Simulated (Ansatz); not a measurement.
Run report: La$_{2}$O$_{3}$, geometry relaxation (part 3 of 3)

Continued. System: La$_{2}$O$_{3}$ (P1, 30 atoms in the cell). Method: DFT PBE, scalar-relativistic, plane waves, PAW, no spin polarisation (Ansatz 0.2.0); cutoff 420 eV, 2×2×2 k-mesh, Gaussian smearing of 0.02 eV. The structure derives from an entry of the Crystallography Open Database. It belongs to a series of runs on one base structure; here: the perfect supercell shaken and relaxed.

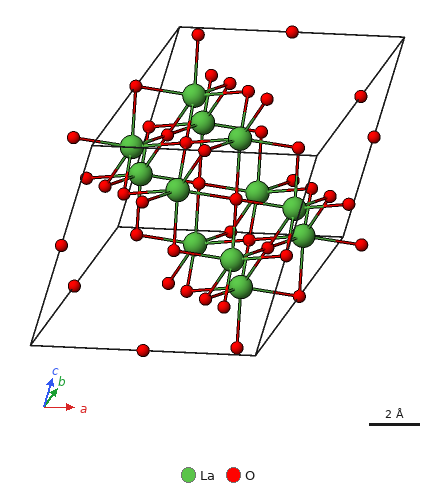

**Figure 1.** The geometry at step 4 of the log (ball-and-stick view of the cell of the calculation, seen at an oblique angle; bonded neighbours outside the cell are drawn too).

Trajectory as extended XYZ, continued
```
30
Lattice="-6.3715 0.0000 -6.5735 3.1857 5.5179 -6.5735 3.1857 -5.5179 -6.5735" Properties=species:S:1:pos:R:3:forces:R:3 step=4 energy=-85266.13119
La   -3.1862   -1.8292   -8.2209   -0.0052  -0.0001  -0.0043
La   -0.0025    3.6888  -11.5081    0.0102   0.0079  -0.0083
La   -0.0004    3.6919   -8.2223    0.0047   0.0014   0.0107
La    3.1787   -1.8305  -11.5078    0.0224   0.0062  -0.0133
La    3.1883   -1.8286   -8.2210   -0.0117  -0.0072   0.0048
La   -3.1885   -1.8257  -11.5067   -0.0050  -0.0130  -0.0225
La    0.0008   -3.6643   -8.2186   -0.0009  -0.0110  -0.0112
La    3.1824    1.8482  -11.5054    0.0105   0.0093  -0.0272
La    3.1851    1.8492   -8.2202   -0.0061   0.0084   0.0047
La   -3.1899    1.8531  -11.5064    0.0123  -0.0077  -0.0072
La   -3.1845    1.8485   -8.2193   -0.0018   0.0017  -0.0008
La   -0.0049   -3.6682  -11.5054    0.0063  -0.0049  -0.0146
O     1.5934    2.7707  -13.1538   -0.0097   0.0023   0.0076
O     1.5906    2.7710   -9.8666    0.0048  -0.0078   0.0067
O     1.5946    2.7701   -6.5789   -0.0128   0.0022   0.0015
O     1.5928    2.7674   -3.2909   -0.0080   0.0084  -0.0014
O    -1.5931   -2.7486  -13.1511   -0.0031   0.0045  -0.0021
O    -1.5948   -2.7470   -9.8666   -0.0008   0.0028   0.0045
O     3.1823    0.0111  -13.1532    0.0008  -0.0033   0.0062
O     3.1824    0.0111   -9.8653    0.0023  -0.0048   0.0030
O    -3.1861    0.0109  -13.1518   -0.0012   0.0038   0.0007
O    -3.1876    0.0098   -9.8659    0.0020   0.0078   0.0008
O    -3.1877    0.0099   -6.5832    0.0014   0.0015   0.0130
O    -3.1869    0.0123   -3.2950   -0.0017  -0.0074   0.0096
O     1.5923   -2.7471   -9.8681   -0.0026   0.0007   0.0074
O     1.5910   -2.7488   -6.5852    0.0092   0.0065   0.0231
O     1.5889   -2.7493   -3.2962    0.0112   0.0046   0.0153
O    -1.5920    2.7694  -13.1523   -0.0108  -0.0046  -0.0008
O    -1.5924    2.7721   -9.8646   -0.0106  -0.0069  -0.0005
O     1.5936   -2.7487  -13.1505   -0.0060  -0.0015  -0.0053
```
